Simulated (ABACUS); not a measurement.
**Single-point calculation of NiSi$_{2}$ (part 2 of 2)**

Continued. System: NiSi$_{2}$ (P1, 3 atoms in the cell). Method: Kohn-Sham DFT of a periodic cell, PBEsol, PseudoDojo NC SR 0.4.1 PBEsol standard, spin-polarised (ABACUS 3.10.1); cutoff 1333.36 eV, 9×9×9 k-mesh, fermi-dirac of 0.05 eV, collinear spins. The structure derives from an entry of the Crystallography Open Database. It belongs to a series of runs on one base structure; here: atoms moved at random by about 0.05 A.

Geometry of the input (Å; fractional positions):
```
0.0000  2.7030  2.7030
2.7030  0.0000  2.7030
2.7030  2.7030  0.0000
Ni 0.0049  0.0099  -0.0046
Si 0.7533  0.7509  0.7664
Si 0.2447  0.2530  0.2552
```

## What the program printed, continued
```
 PW ALGORITHM --------------- ION=   1  ELEC=   4--------------------------------
          total magnetism (Bohr mag/cell) = 0.0209798585244
       absolute magnetism (Bohr mag/cell) = 0.0309519783465
                        nelec for spin up = 13.0104899293
                      nelec for spin down = 12.9895100707

 Density error is 0.00266942342679
                          Error Threshold = 9.52296198415e-05
----------------------------------------------------------
     Energy           Rydberg                 eV
----------------------------------------------------------
 E_KohnSham     -352.3261951549      -4793.6438087668
 E_Harris       -352.6640848667      -4798.2410341424
 E_Fermi        0.9776524662         13.3016442035
----------------------------------------------------------

 PW ALGORITHM --------------- ION=   1  ELEC=   5--------------------------------
          total magnetism (Bohr mag/cell) = 0.000224142914871
       absolute magnetism (Bohr mag/cell) = 0.00955731296057
                        nelec for spin up = 13.0001120715
                      nelec for spin down = 12.9998879285

 Density error is 0.000448860313645
                          Error Threshold = 1.026701318e-05
----------------------------------------------------------
     Energy           Rydberg                 eV
----------------------------------------------------------
 E_KohnSham     -352.3264044012      -4793.6466557091
 E_Harris       -352.5716548925      -4796.9834598269
 E_Fermi        0.9782425570         13.3096728009
----------------------------------------------------------

 PW ALGORITHM --------------- ION=   1  ELEC=   6--------------------------------
          total magnetism (Bohr mag/cell) = 0.00109131491056
       absolute magnetism (Bohr mag/cell) = 0.0023358613953
                        nelec for spin up = 13.0005456575
                      nelec for spin down = 12.9994543425

 Density error is 0.000110785475681
                          Error Threshold = 1.72638582171e-06
----------------------------------------------------------
     Energy           Rydberg                 eV
----------------------------------------------------------
 E_KohnSham     -352.3264023672      -4793.6466280351
 E_Harris       -352.3523738298      -4793.9999879116
 E_Fermi        0.9776836888         13.3020690091
----------------------------------------------------------

 PW ALGORITHM --------------- ION=   1  ELEC=   7--------------------------------
          total magnetism (Bohr mag/cell) = 0.000325609224473
       absolute magnetism (Bohr mag/cell) = 0.00253011155031
                        nelec for spin up = 13.0001628046
                      nelec for spin down = 12.9998371954

 Density error is 3.25132547781e-05
                          Error Threshold = 4.26097983388e-07
----------------------------------------------------------
     Energy           Rydberg                 eV
----------------------------------------------------------
 E_KohnSham     -352.3264135861      -4793.6467806758
 E_Harris       -352.2202603577      -4792.2024919083
 E_Fermi        0.9776563821         13.3016974822
----------------------------------------------------------

 PW ALGORITHM --------------- ION=   1  ELEC=   8--------------------------------
          total magnetism (Bohr mag/cell) = -0.000251154020293
       absolute magnetism (Bohr mag/cell) = 0.000433594514304
                        nelec for spin up = 12.999874423
                      nelec for spin down = 13.000125577

 Density error is 2.26027158341e-06
                          Error Threshold = 1.25050979916e-07
----------------------------------------------------------
     Energy           Rydberg                 eV
----------------------------------------------------------
 E_KohnSham     -352.3264157427      -4793.6468100179
 E_Harris       -352.3019779678      -4793.3143170320
 E_Fermi        0.9779375616         13.3055231255
----------------------------------------------------------

 PW ALGORITHM --------------- ION=   1  ELEC=   9--------------------------------
          total magnetism (Bohr mag/cell) = 0.000102532225929
       absolute magnetism (Bohr mag/cell) = 0.000180664275998
                        nelec for spin up = 13.0000512661
                      nelec for spin down = 12.9999487339

 Density error is 2.23364861542e-07
                          Error Threshold = 8.69335224387e-09
----------------------------------------------------------
     Energy           Rydberg                 eV
----------------------------------------------------------
 E_KohnSham     -352.3264163040      -4793.6468176543
 E_Harris       -352.3299823833      -4793.6953366530
 E_Fermi        0.9780348643         13.3068469967
----------------------------------------------------------

 PW ALGORITHM --------------- ION=   1  ELEC=  10--------------------------------
          total magnetism (Bohr mag/cell) = 2.48083304296e-05
       absolute magnetism (Bohr mag/cell) = 0.00012475174799
                        nelec for spin up = 13.0000124042
                      nelec for spin down = 12.9999875958

 Density error is 1.37240376436e-08
                          Error Threshold = 8.59095621316e-10
----------------------------------------------------------
     Energy           Rydberg                 eV
----------------------------------------------------------
 E_KohnSham     -352.3264163347      -4793.6468180723
 E_Harris       -352.3268284705      -4793.6524254676
 E_Fermi        0.9780447347         13.3069812913
----------------------------------------------------------

 PW ALGORITHM --------------- ION=   1  ELEC=  11--------------------------------
          total magnetism (Bohr mag/cell) = -5.02150052967e-06
       absolute magnetism (Bohr mag/cell) = 1.08718377326e-05
                        nelec for spin up = 12.9999974892
                      nelec for spin down = 13.0000025108

 Density error is 1.44490396156e-09
                          Error Threshold = 5.27847601678e-11
----------------------------------------------------------
     Energy           Rydberg                 eV
----------------------------------------------------------
 E_KohnSham     -352.3264163375      -4793.6468181097
 E_KS(sigma->0) -352.3261337594      -4793.6429734376
 E_Harris       -352.3263117002      -4793.6453944475
 E_band         -25.1799361637       -342.5906071027
 E_one_elec     -261.1817081808      -3553.5594446316
 E_Hartree      143.4718132581       1952.0341627018
 E_xc           -48.8522151848       -664.6684864350
 E_Ewald        -185.7637410738      -2527.4453604007
 E_entropy(-TS) -0.0005651562        -0.0076893442
 E_descf        0.0000000000         0.0000000000
 E_exx          0.0000000000         0.0000000000
 E_Fermi        0.9780442176         13.3069742559
----------------------------------------------------------

 charge density convergence is achieved
 final etot is -4793.6468181 eV
 EFERMI = 13.306974256 eV

 STATE ENERGY(eV) AND OCCUPATIONS    NSPIN == 2
SPIN UP :
 1/92 kpoint (Cartesian) = 0.0000 0.0000 0.0000 (4381 pws)
       1       -91.0592     0.00137174
       2       -51.6176     0.00137174
       3       -51.5920     0.00137174
       4       -51.5789     0.00137174
       5      -0.573048     0.00137174
       6        8.03244     0.00137174
       7        8.07141     0.00137174
       8        8.10153     0.00137174
       9        9.79504     0.00137174
      10        9.79840     0.00137174
      11        12.9978     0.00136892
      12        14.9799    4.04180e-18
      13        14.9947    3.00328e-18
      14        15.0402    1.21085e-18
      15        15.3554    2.21351e-21
      16        15.5855    2.21998e-23
      17        15.6892    2.78955e-24
      18        17.8588    3.98717e-43

 2/92 kpoint (Cartesian) = -0.020553 0.020553 0.020553 (4381 pws)
       1       -91.0592     0.00274348
       2       -51.6177     0.00274348
       3       -51.5920     0.00274348
       4       -51.5790     0.00274348
       5      -0.390578     0.00274348
       6        7.71607     0.00274348
       7        8.09572     0.00274348
       8        8.13311     0.00274348
       9        9.76262     0.00274348
      10        9.76871     0.00274348
      11        12.6119     0.00274348
      12        13.8768    3.08110e-08
      13        14.2057    4.28852e-11
      14        14.3577    2.04833e-12
      15        16.1319    7.96000e-28
      16        16.2340    1.03471e-28
      17        17.2320    2.21977e-37
      18        17.4430    3.25765e-39

 3/92 kpoint (Cartesian) = -0.041107 0.041107 0.041107 (4375 pws)
       1       -91.0592     0.00274348
       2       -51.6177     0.00274348
       3       -51.5922     0.00274348
       4       -51.5792     0.00274348
       5       0.150913     0.00274348
       6        6.71728     0.00274348
       7        8.24612     0.00274348
       8        8.25253     0.00274348
       9        9.71324     0.00274348
      10        9.73311     0.00274348
      11        11.1736     0.00274348
      12        13.2852     0.00166598
      13        13.4920    6.61506e-05
      14        14.2441    1.98855e-11
      15        15.8227    3.86570e-25
      16        15.9702    2.02218e-26
      17        16.8564    4.06120e-34
      18        18.3304    6.39435e-47

 4/92 kpoint (Cartesian) = -0.061660 0.061660 0.061660 (4395 pws)
       1       -91.0592     0.00274348
       2       -51.6178     0.00274348
       3       -51.5924     0.00274348
       4       -51.5795     0.00274348
       5        1.03020     0.00274348
       6        5.30296     0.00274348
       7        8.36338     0.00274348
       8        8.40646     0.00274348
       9        9.75935     0.00274348
      10        9.80254     0.00274348
      11        10.1422     0.00274348
      12        12.4330     0.00274348
      13        12.7113     0.00274347
      14        14.6871    2.82107e-15
      15        15.2812    1.95149e-20
      16        15.4866    3.20631e-22
      17        16.2575    6.45558e-29
      18        20.0266    1.18151e-61

 5/92 kpoint (Cartesian) = -0.082213 0.082213 0.082213 (4374 pws)
       1       -91.0592     0.00274348
       2       -51.6179     0.00274348
       3       -51.5925     0.00274348
       4       -51.5796     0.00274348
       5        2.17508     0.00274348
       6        3.80145     0.00274348
       7        8.41023     0.00274348
       8        8.48853     0.00274348
       9        9.66519     0.00274348
      10        9.92144     0.00274348
      11        9.96779     0.00274348
      12        11.8250     0.00274348
      13        12.1447     0.00274348
      14        14.8316    1.56964e-16
      15        15.1239    4.53969e-19
      16        15.2464    3.91364e-20
      17        15.9355    4.04964e-26
      18        21.8657    1.25286e-77

 6/92 kpoint (Cartesian) = 0.020553 -0.020553 0.020553 (4381 pws)
       1       -91.0592     0.00274348
       2       -51.6177     0.00274348
       3       -51.5921     0.00274348
       4       -51.5790     0.00274348
       5      -0.389813     0.00274348
       6        7.69501     0.00274348
       7        8.10621     0.00274348
       8        8.15513     0.00274348
       9        9.76229     0.00274348
      10        9.76277     0.00274348
      11        12.5900     0.00274348
      12        13.8509    5.17136e-08
      13        14.2021    4.60894e-11
      14        14.3519    2.30215e-12
      15        16.2009    2.00605e-28
      16        16.3189    1.89222e-29
      17        17.1532    1.07305e-36
      18        17.3676    1.47342e-38

[... levels at 178 further k points ...]

------------------------------------------------------------------------------------------
 TOTAL-FORCE (eV/Angstrom)
------------------------------------------------------------------------------------------
                       Ni1         0.1704876989         0.2407225710        -0.3381211075
                       Si1        -0.2075098228        -0.4028971891         0.0592399268
                       Si2         0.0370221239         0.1621746181         0.2788811807
------------------------------------------------------------------------------------------

----------------------------------------------------------------
 TOTAL-STRESS (KBAR)
----------------------------------------------------------------
        -7.3324890443         6.6484862162        14.4754462622
         6.6484862162        -6.5491365380         5.9908557202
        14.4754462622         5.9908557202        -8.0446570179
----------------------------------------------------------------
 TOTAL-PRESSURE: -7.308761 KBAR

 --------------------------------------------
 !FINAL_ETOT_IS -4793.6468181097116030 eV
 --------------------------------------------
```

## Standard output
```
ABACUS v3.10.1

               Atomic-orbital Based Ab-initio Computation at UStc

1,Total thread number: 4,Local thread limit: 192

%%%%%%%%%%%%%%%%%%%%%%%%%%%%%%%%%%%%%%%%%%%%%%%%%%%%%%%%%%%%%%%%%%%%%%%%%%%%%%%%%%%%%%%%%%%%%%%%%%%%%%%%%
 Warning: the number of valence electrons in pseudopotential > 10 for Ni: [Ar] 3d8 4s2
 Pseudopotentials with additional electrons can yield (more) accurate outcomes, but may be less efficient.
 If you're confident that your chosen pseudopotential is appropriate, you can safely ignore this warning.
%%%%%%%%%%%%%%%%%%%%%%%%%%%%%%%%%%%%%%%%%%%%%%%%%%%%%%%%%%%%%%%%%%%%%%%%%%%%%%%%%%%%%%%%%%%%%%%%%%%%%%%%%

 UNIFORM GRID DIM        : 45 * 45 * 45
 UNIFORM GRID DIM(BIG)   : 45 * 45 * 45
 ---------------------------------------------------------
 Self-consistent calculations for electrons
 ---------------------------------------------------------
 SPIN    KPOINTS         PROCESSORS  THREADS
 2       730             4           4
 ---------------------------------------------------------
 Use plane wave basis
 ---------------------------------------------------------
 ELEMENT NATOM       XC
 Ni      1
 Si      2
 ---------------------------------------------------------
 Initial plane wave basis and FFT box
 ---------------------------------------------------------
 -------------------------------------------
 SELF-CONSISTENT :
 -------------------------------------------
 START CHARGE      : atomic
 ITER      TMAG       AMAG        ETOT/eV          EDIFF/eV         DRHO     TIME/s
 DA1      1.53e-01   2.29e-01  -4.79263058e+03   0.00000000e+00   3.0294e-01  19.86
 DA2     -4.09e-02   8.14e-02  -4.79295111e+03  -3.20528736e-01   4.3329e-01  15.57
 DA3     -2.02e-02   3.19e-02  -4.79360042e+03  -6.49316820e-01   2.4760e-02  13.18
 DA4      2.10e-02   3.10e-02  -4.79364381e+03  -4.33856729e-02   2.6694e-03  14.05
 DA5      2.24e-04   9.56e-03  -4.79364666e+03  -2.84694239e-03   4.4886e-04  15.16
 DA6      1.09e-03   2.34e-03  -4.79364663e+03   2.76740884e-05   1.1079e-04  12.95
 DA7      3.26e-04   2.53e-03  -4.79364678e+03  -1.52640769e-04   3.2513e-05  15.85
 DA8     -2.51e-04   4.34e-04  -4.79364681e+03  -2.93421068e-05   2.2603e-06  12.75
 DA9      1.03e-04   1.81e-04  -4.79364682e+03  -7.63638871e-06   2.2336e-07  16.42
 DA10     2.48e-05   1.25e-04  -4.79364682e+03  -4.17989506e-07   1.3724e-08  17.16
 DA11    -5.02e-06   1.09e-05  -4.79364682e+03  -3.73998059e-08   1.4449e-09  17.96
----------------------------------------------------------------
 TOTAL-STRESS (KBAR)
----------------------------------------------------------------
        -7.3324890443         6.6484862162        14.4754462622
         6.6484862162        -6.5491365380         5.9908557202
        14.4754462622         5.9908557202        -8.0446570179
----------------------------------------------------------------
 TOTAL-PRESSURE: -7.308761 KBAR
```

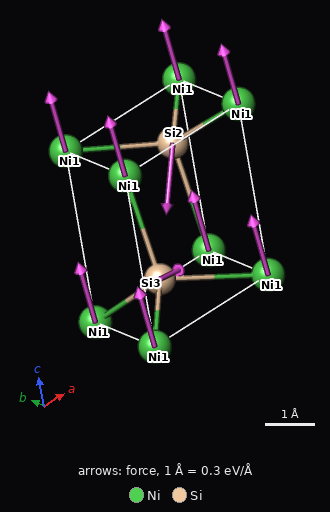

*Forces on the atoms as pink arrows (ball-and-stick view of the cell of the calculation, seen slightly off an axis; atoms are numbered from 1 in the order of the input).*

The largest act on Si2 (0.46 eV/Å); Ni1 (0.45 eV/Å); Si3 (0.32 eV/Å). The geometry is not a stationary point of this energy.

## Summary

```csv
quantity,value
outcome,converged
space group (tolerance 0.01 Å),P1 (1)
electrons treated,26
free energy,−4793.6468 eV
Fermi energy,13.307 eV
gap on the k-point mesh,none (metallic)
net moment of the cell,0.00 μB
integrated absolute moment,0.00 μB
pressure,−0.73 GPa
largest force (length of the vector),0.457 eV/Å
wall time,3 min (CPU time 12 min)
peak memory,1.4 GiB
```
